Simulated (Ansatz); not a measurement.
Geometry relaxation of SnO (part 2 of 3)

Continued. System: SnO (Pm-3m, 2 atoms in the cell). Method: DFT PBE+D3(BJ), scalar-relativistic, plane waves, PAW, no spin polarisation (Ansatz 0.2.0); cutoff 420 eV, 4×4×4 k-mesh, Gaussian smearing of 0.1 eV. The structure derives from an entry of the Crystallography Open Database. It belongs to a series of runs on one base structure; here: 3 of 3 Ca taken out, relaxed.

Geometry of the input (Å; fractional positions):
```
4.7801  0.0000  0.0000
0.0000  4.7801  0.0000
0.0000  0.0000  4.7801
Sn 0.0000  0.0000  0.0000
O  0.5000  0.5000  0.5000
```

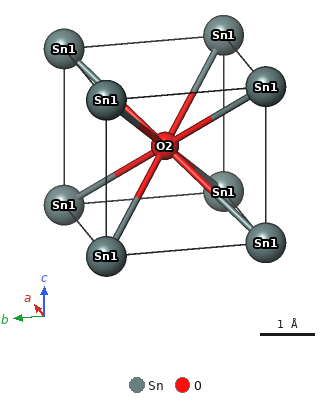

Fig. 1: The geometry at step 9 of the log (ball-and-stick view of the cell of the calculation, seen at an oblique angle; atoms are numbered from 1 in the order of the input).

The program's output, continued:
```
SCF iter   1: F=—  HF=-6589.486730 eV  |F-HF|=—  |Δ(HF+E_count)|=         —  Δρ=7.99e-3  dr2=3.87e-2  ethr=1.92e-4  ⟨swp⟩=1.0  Hψ=1003  notcnv=0
preconditioner: auto → none  [insulator: Δε(μ)=0.255 eV  Ē_g=17.968 eV  σ=0.100 eV  W_gap=0.91  n_scr=6 (ndim 8)  ℏωp=24.2 eV  f_vac=0.000  D(μ)=0.40/eV (n_scr^D=0)  ε∞_Penn≈2.8]
SCF iter   2: F=—  HF=-6589.481931 eV  |F-HF|=—  |Δ(HF+E_count)|=   4.80e-3  Δρ=3.20e-3  dr2=5.41e-3  ethr=1.92e-4  ⟨swp⟩=1.0  Hψ=140  notcnv=0
SCF iter   3: F=—  HF=-6589.481752 eV  |F-HF|=—  |Δ(HF+E_count)|=   1.79e-4  Δρ=3.97e-4  dr2=5.30e-5  ethr=2.71e-5  ⟨swp⟩=1.2  Hψ=143  notcnv=0
SCF iter   4: F=—  HF=-6589.481820 eV  |F-HF|=—  |Δ(HF+E_count)|=   6.81e-5  Δρ=1.39e-4  dr2=8.71e-6  ethr=2.65e-7  ⟨swp⟩=2.0  Hψ=240  notcnv=0
iter 5 did not close the SCF: its close was put off for the readings that it lacked (scf_convergence_deferred on its scf_iter line)
SCF iter   5: F=-6589.481820 eV  HF=-6589.481820 eV  |F-HF|=4.22e-8  |Δ(HF+E_count)|=   1.05e-7  Δρ=1.25e-5  dr2=7.24e-8  ethr=4.36e-8  ⟨swp⟩=2.0  Hψ=220  notcnv=0
SCF iter   6: F=-6589.481820 eV  HF=-6589.481820 eV  |F-HF|=5.06e-10  |Δ(HF+E_count)|=   7.67e-8  Δρ=2.07e-6  dr2=1.50e-9  ethr=3.62e-10  ⟨swp⟩=3.9  Hψ=686  notcnv=0
SCF 6 converged in 6 iterations: F = -6589.481820 eV  dr2 = 1.50e-9
relax step   6: F+E_penalty+E_count = -6589.48182045 eV  Δ(F+E_penalty+E_count) = -1.003e0 eV  max|allowed force component| = 1.055e-29 eV/Å  Δτ_max = 0.0000 Å  P = -17.049 GPa  Ω = 47.035 Å³  energy of the carried Pulay correction = +6.508e-2 eV  (6 SCF iters, dr2 threshold 2.00e-7 eV, accepted)
Crystal: 2 atoms, lattice volume = 38.502 Å³
Basis set: ecut = 420 eV, 739 PW (Γ), exchange–correlation on 64×64×64 points (8 copies of the dense FFT grid, shifted against one another)
iter 1 solved again at ethr=1.04e-4 eV; its pass at ethr=3.10e-3 eV (dr2=2.08e-2 eV) is discarded
SCF iter   1: F=—  HF=-6590.234799 eV  |F-HF|=—  |Δ(HF+E_count)|=         —  Δρ=6.13e-3  dr2=2.06e-2  ethr=1.04e-4  ⟨swp⟩=1.5  Hψ=1017  notcnv=0
preconditioner: auto → none  [insulator: Δε(μ)=0.548 eV  Ē_g=18.804 eV  σ=0.100 eV  W_gap=1.00  n_scr=6 (ndim 8)  ℏωp=26.8 eV  f_vac=0.000  D(μ)=0.00/eV (n_scr^D=0)  ε∞_Penn≈3.0]
SCF iter   2: F=—  HF=-6590.231370 eV  |F-HF|=—  |Δ(HF+E_count)|=   3.43e-3  Δρ=2.68e-3  dr2=2.97e-3  ethr=1.03e-4  ⟨swp⟩=1.0  Hψ=140  notcnv=0
SCF iter   3: F=—  HF=-6590.231296 eV  |F-HF|=—  |Δ(HF+E_count)|=   7.43e-5  Δρ=3.65e-4  dr2=3.43e-5  ethr=1.48e-5  ⟨swp⟩=1.3  Hψ=144  notcnv=0
SCF iter   4: F=—  HF=-6590.231336 eV  |F-HF|=—  |Δ(HF+E_count)|=   4.01e-5  Δρ=1.10e-4  dr2=4.45e-6  ethr=1.71e-7  ⟨swp⟩=2.1  Hψ=235  notcnv=0
iter 5 did not close the SCF: its close was put off for the readings that it lacked (scf_convergence_deferred on its scf_iter line)
SCF iter   5: F=-6590.231338 eV  HF=-6590.231338 eV  |F-HF|=1.37e-8  |Δ(HF+E_count)|=   1.84e-6  Δρ=1.45e-5  dr2=7.44e-8  ethr=2.22e-8  ⟨swp⟩=2.1  Hψ=236  notcnv=0
SCF iter   6: F=-6590.231338 eV  HF=-6590.231338 eV  |F-HF|=6.46e-11  |Δ(HF+E_count)|=   4.06e-8  Δρ=1.82e-6  dr2=5.63e-10  ethr=3.72e-10  ⟨swp⟩=4.0  Hψ=755  notcnv=0
WARN: dispersion: an atom stands within reach of a switch of its C6 between two reference coordination numbers of its element: through that C6 alone, e_disp changes by 0.025 eV or more while the distances to its neighbours run over a stretch of 0.05 Å that contains this geometry (sites counted from 0 in the run's list of atoms or, in a supercell that it derives, in that cell's: here a list of 2) — site 0 (Sn): coordination number 3.801 (about 3.27 to 4.34 with every neighbour 0.05 Å farther or nearer), switch near 3.419 between the references 3.912 (weight 0.95) and 2.926 (weight 0.05), e_disp changing by some 0.05 eV. This is how the published method behaves, and the energy and the forces stay consistent. Where you compare this geometry's total energy with another's, compare their components.e_disp too, and, where the geometries are yours to choose, keep both on one side of the switch, which a site's coordination number tells: a relaxation that ends in reach of it can search the other side under relax.adjacent_minimum: search, except where no move that the cell, the constraints and the symmetry allow carries the atom there
SCF 7 converged in 6 iterations: F = -6590.231338 eV  dr2 = 5.63e-10
  greatest PAW one-centre occupation: 0.993 electrons in one spin orbital (limit 2), on the Sn atom at site 0 (counted from 0), in its partial waves of l = 2
relax step   7: F+E_penalty+E_count = -6590.23133786 eV  Δ(F+E_penalty+E_count) = -7.495e-1 eV  max|allowed force component| = 3.920e-30 eV/Å  Δτ_max = 0.0000 Å  P = -13.799 GPa  Ω = 38.502 Å³  energy of the carried Pulay correction = +7.790e-2 eV  (6 SCF iters, dr2 threshold 2.00e-7 eV, accepted)
Crystal: 2 atoms, lattice volume = 31.068 Å³
Basis set: ecut = 420 eV, 619 PW (Γ), exchange–correlation on 64×64×64 points (8 copies of the dense FFT grid, shifted against one another)
iter 1 solved again at ethr=4.75e-5 eV; its pass at ethr=3.10e-3 eV (dr2=9.50e-3 eV) is discarded
SCF iter   1: F=—  HF=-6590.711360 eV  |F-HF|=—  |Δ(HF+E_count)|=         —  Δρ=5.02e-3  dr2=9.36e-3  ethr=4.75e-5  ⟨swp⟩=1.7  Hψ=1014  notcnv=0
preconditioner: auto → none  [insulator: Δε(μ)=0.521 eV  Ē_g=19.934 eV  σ=0.100 eV  W_gap=1.00  n_scr=6 (ndim 8)  ℏωp=29.8 eV  f_vac=0.000  D(μ)=0.00/eV (n_scr^D=0)  ε∞_Penn≈3.2]
SCF iter   2: F=—  HF=-6590.709253 eV  |F-HF|=—  |Δ(HF+E_count)|=   2.11e-3  Δρ=2.47e-3  dr2=1.41e-3  ethr=4.68e-5  ⟨swp⟩=2.2  Hψ=244  notcnv=0
SCF iter   3: F=—  HF=-6590.709365 eV  |F-HF|=—  |Δ(HF+E_count)|=   1.12e-4  Δρ=4.38e-4  dr2=4.78e-5  ethr=7.07e-6  ⟨swp⟩=2.0  Hψ=190  notcnv=0
SCF iter   4: F=—  HF=-6590.709393 eV  |F-HF|=—  |Δ(HF+E_count)|=   2.85e-5  Δρ=9.51e-5  dr2=2.76e-6  ethr=2.39e-7  ⟨swp⟩=2.6  Hψ=249  notcnv=0
iter 5 did not close the SCF: its close was put off for the readings that it lacked (scf_convergence_deferred on its scf_iter line)
SCF iter   5: F=-6590.709395 eV  HF=-6590.709395 eV  |F-HF|=1.77e-8  |Δ(HF+E_count)|=   1.39e-6  Δρ=1.28e-5  dr2=2.42e-8  ethr=1.38e-8  ⟨swp⟩=2.0  Hψ=183  notcnv=0
SCF iter   6: F=-6590.709395 eV  HF=-6590.709395 eV  |F-HF|=2.24e-10  |Δ(HF+E_count)|=   6.82e-9  Δρ=1.12e-6  dr2=1.08e-10  ethr=1.21e-10  ⟨swp⟩=3.1  Hψ=630  notcnv=0
SCF 8 converged in 6 iterations: F = -6590.709395 eV  dr2 = 1.08e-10
relax step   8: F+E_penalty+E_count = -6590.70939486 eV  Δ(F+E_penalty+E_count) = -4.781e-1 eV  max|allowed force component| = 1.643e-30 eV/Å  Δτ_max = 0.0000 Å  P = -3.052 GPa  Ω = 31.068 Å³  energy of the carried Pulay correction = +8.985e-2 eV  (6 SCF iters, dr2 threshold 2.00e-7 eV, accepted)
Crystal: 2 atoms, lattice volume = 29.442 Å³
Basis set: ecut = 420 eV, 587 PW (Γ), exchange–correlation on 64×64×64 points (8 copies of the dense FFT grid, shifted against one another)
iter 1 solved again at ethr=4.15e-6 eV; its pass at ethr=3.10e-3 eV (dr2=8.30e-4 eV) is discarded
SCF iter   1: F=—  HF=-6590.718084 eV  |F-HF|=—  |Δ(HF+E_count)|=         —  Δρ=1.90e-3  dr2=8.00e-4  ethr=4.15e-6  ⟨swp⟩=1.9  Hψ=1013  notcnv=0
preconditioner: auto → none  [insulator: Δε(μ)=0.453 eV  Ē_g=20.222 eV  σ=0.100 eV  W_gap=1.00  n_scr=6 (ndim 8)  ℏωp=30.6 eV  f_vac=0.000  D(μ)=0.01/eV (n_scr^D=0)  ε∞_Penn≈3.3]
SCF iter   2: F=—  HF=-6590.717924 eV  |F-HF|=—  |Δ(HF+E_count)|=   1.61e-4  Δρ=7.59e-4  dr2=1.07e-4  ethr=4.00e-6  ⟨swp⟩=3.0  Hψ=243  notcnv=0
SCF iter   3: F=—  HF=-6590.717938 eV  |F-HF|=—  |Δ(HF+E_count)|=   1.44e-5  Δρ=1.31e-4  dr2=3.71e-6  ethr=5.37e-7  ⟨swp⟩=2.0  Hψ=184  notcnv=0
iter 4 did not close the SCF: its close was put off for the readings that it lacked (scf_convergence_deferred on its scf_iter line)
SCF iter   4: F=-6590.717941 eV  HF=-6590.717941 eV  |F-HF|=7.09e-8  |Δ(HF+E_count)|=   2.60e-6  Δρ=2.97e-5  dr2=1.99e-7  ethr=1.86e-8  ⟨swp⟩=2.9  Hψ=250  notcnv=0
iter 5 did not close the SCF: its close was put off for the readings that it lacked (scf_convergence_deferred on its scf_iter line)
SCF iter   5: F=-6590.717941 eV  HF=-6590.717941 eV  |F-HF|=1.75e-9  |Δ(HF+E_count)|=   1.27e-7  Δρ=4.04e-6  dr2=4.98e-9  ethr=9.95e-10  ⟨swp⟩=2.1  Hψ=179  notcnv=0
SCF iter   6: F=-6590.717941 eV  HF=-6590.717941 eV  |F-HF|=1.27e-11  |Δ(HF+E_count)|=  4.67e-10  Δρ=2.53e-7  dr2=5.97e-12  ethr=2.49e-11  ⟨swp⟩=2.2  Hψ=431  notcnv=0
SCF 9 converged in 6 iterations: F = -6590.717941 eV  dr2 = 5.97e-12
relax step   9: F+E_penalty+E_count = -6590.71794075 eV  Δ(F+E_penalty+E_count) = -8.546e-3 eV  max|allowed force component| = 4.076e-30 eV/Å  Δτ_max = 0.0000 Å  P = +2.296 GPa  Ω = 29.442 Å³  energy of the carried Pulay correction = +9.252e-2 eV  (6 SCF iters, dr2 threshold 2.00e-7 eV, accepted)
Crystal: 2 atoms, lattice volume = 30.060 Å³
iter 1 solved again at ethr=7.30e-7 eV; its pass at ethr=3.10e-3 eV (dr2=1.46e-4 eV) is discarded
SCF iter   1: F=—  HF=-6590.721239 eV  |F-HF|=—  |Δ(HF+E_count)|=         —  Δρ=7.88e-4  dr2=1.38e-4  ethr=7.30e-7  ⟨swp⟩=2.0  Hψ=1015  notcnv=0
preconditioner: auto → none  [insulator: Δε(μ)=0.492 eV  Ē_g=20.079 eV  σ=0.100 eV  W_gap=1.00  n_scr=6 (ndim 8)  ℏωp=30.3 eV  f_vac=0.000  D(μ)=0.00/eV (n_scr^D=0)  ε∞_Penn≈3.3]
SCF iter   2: F=—  HF=-6590.721214 eV  |F-HF|=—  |Δ(HF+E_count)|=   2.49e-5  Δρ=3.05e-4  dr2=1.81e-5  ethr=6.89e-7  ⟨swp⟩=3.0  Hψ=241  notcnv=0
SCF iter   3: F=—  HF=-6590.721217 eV  |F-HF|=—  |Δ(HF+E_count)|=   2.86e-6  Δρ=5.15e-5  dr2=5.93e-7  ethr=9.05e-8  ⟨swp⟩=2.0  Hψ=187  notcnv=0
iter 4 did not close the SCF: its close was put off for the readings that it lacked (scf_convergence_deferred on its scf_iter line)
SCF iter   4: F=-6590.721218 eV  HF=-6590.721218 eV  |F-HF|=1.31e-8  |Δ(HF+E_count)|=   4.35e-7  Δρ=1.22e-5  dr2=3.39e-8  ethr=2.96e-9  ⟨swp⟩=2.9  Hψ=250  notcnv=0
iter 5 did not close the SCF: its close was put off for the readings that it lacked (scf_convergence_deferred on its scf_iter line)
SCF iter   5: F=-6590.721218 eV  HF=-6590.721218 eV  |F-HF|=3.05e-10  |Δ(HF+E_count)|=   2.21e-8  Δρ=1.59e-6  dr2=8.14e-10  ethr=1.70e-10  ⟨swp⟩=2.1  Hψ=180  notcnv=0
SCF iter   6: F=-6590.721218 eV  HF=-6590.721218 eV  |F-HF|=4.55e-12  |Δ(HF+E_count)|=  1.36e-11  Δρ=9.87e-8  dr2=8.94e-13  ethr=4.07e-12  ⟨swp⟩=1.6  Hψ=380  notcnv=0
SCF 10 converged in 6 iterations: F = -6590.721218 eV  dr2 = 8.94e-13
relax step  10: F+E_penalty+E_count = -6590.72121752 eV  Δ(F+E_penalty+E_count) = -3.277e-3 eV  max|allowed force component| = 1.775e-30 eV/Å  Δτ_max = 0.0000 Å  P = -0.014 GPa  Ω = 30.060 Å³  energy of the carried Pulay correction = +9.150e-2 eV  (6 SCF iters, dr2 threshold 2.00e-7 eV, accepted)
Basis set: ecut = 420 eV, 587 PW (Γ), exchange–correlation on 48×48×48 points (8 copies of the dense FFT grid, shifted against one another)
Initial wavefunctions: pseudopotential atomic-orbital guess (no wavefunctions were taken with the density)
iter 1 solved again at ethr=1.49e-7 eV; its pass at ethr=3.10e-3 eV (dr2=2.98e-5 eV) is discarded
SCF iter   1: F=—  HF=-6590.711904 eV  |F-HF|=—  |Δ(HF+E_count)|=         —  Δρ=6.40e-4  dr2=1.81e-5  ethr=1.49e-7  ⟨swp⟩=3.0  Hψ=1082  notcnv=0
preconditioner: auto → none  [insulator: Δε(μ)=0.494 eV  Ē_g=20.085 eV  σ=0.100 eV  W_gap=1.00  n_scr=6 (ndim 8)  ℏωp=30.3 eV  f_vac=0.000  D(μ)=0.00/eV (n_scr^D=0)  ε∞_Penn≈3.3]
SCF iter   2: F=—  HF=-6590.711970 eV  |F-HF|=—  |Δ(HF+E_count)|=   6.62e-5  Δρ=2.93e-4  dr2=2.96e-6  ethr=9.05e-8  ⟨swp⟩=2.0  Hψ=188  notcnv=0
SCF iter   3: F=—  HF=-6590.711992 eV  |F-HF|=—  |Δ(HF+E_count)|=   2.16e-5  Δρ=4.01e-5  dr2=6.37e-8  ethr=1.48e-8  ⟨swp⟩=2.0  Hψ=190  notcnv=0
SCF iter   4: F=—  HF=-6590.711994 eV  |F-HF|=—  |Δ(HF+E_count)|=   2.75e-6  Δρ=2.66e-6  dr2=1.33e-9  ethr=3.19e-10  ⟨swp⟩=2.0  Hψ=190  notcnv=0
iter 5 did not close the SCF: its close was put off for the readings that it lacked (scf_convergence_deferred on its scf_iter line)
SCF iter   5: F=-6590.711994 eV  HF=-6590.711994 eV  |F-HF|=1.71e-10  |Δ(HF+E_count)|=  7.03e-10  Δρ=7.77e-7  dr2=1.45e-10  ethr=6.65e-12  ⟨swp⟩=2.0  Hψ=237  notcnv=0
SCF iter   6: F=-6590.711994 eV  HF=-6590.711994 eV  |F-HF|=9.09e-13  |Δ(HF+E_count)|=  8.46e-11  Δρ=6.41e-8  dr2=4.63e-13  ethr=1.00e-12  ⟨swp⟩=2.4  Hψ=454  notcnv=0
SCF 11 converged in 6 iterations: F = -6590.711994 eV  dr2 = 4.63e-13
relax step  11: F+E_penalty+E_count = -6590.71199434 eV  Δ(F+E_penalty+E_count) = +9.223e-3 eV  max|allowed force component| = 4.996e-30 eV/Å  Δτ_max = 0.0000 Å  P = -0.285 GPa  Ω = 30.060 Å³  stress off target by 2.85e-1 GPa  SCF on the basis re-selected at this cell (its energy is not comparable with the rows above)  (6 SCF iters)
basis re-selected at this cell: Δ(F+E_penalty+E_count) = +9.223e-3 eV, ΔP = -0.270 GPa vs the last step (what re-selecting the basis moved, of the pressure what is left beyond the Pulay correction that the steps carried, after the strain that the cell walked since its last selection, with what the two solves' SCF thresholds leave and, on support functions, any second-order correction that the steps lacked; it is no measure of the basis error at this ecutwfc). The dense FFT grid was sized anew with the basis: this SCF ran on 24×24×24 points, the steps before it on 32×32×32, so part of this shift can come from that change (see relax.cell in the input reference). This SCF's stress stands 2.85e-1 GPa from its target on what of the cell is left free (relax.cell.stress_tol is 2.40e-1 GPa) and its largest allowed force component is 5.00e-30 eV/Å (relax.f_tol is 3.25e-2 eV/Å): not within both, so this SCF does not close the relaxation
Crystal: 2 atoms, lattice volume = 29.979 Å³
iter 1 solved again at ethr=1.89e-8 eV; its pass at ethr=3.10e-3 eV (dr2=3.79e-6 eV) is discarded
```
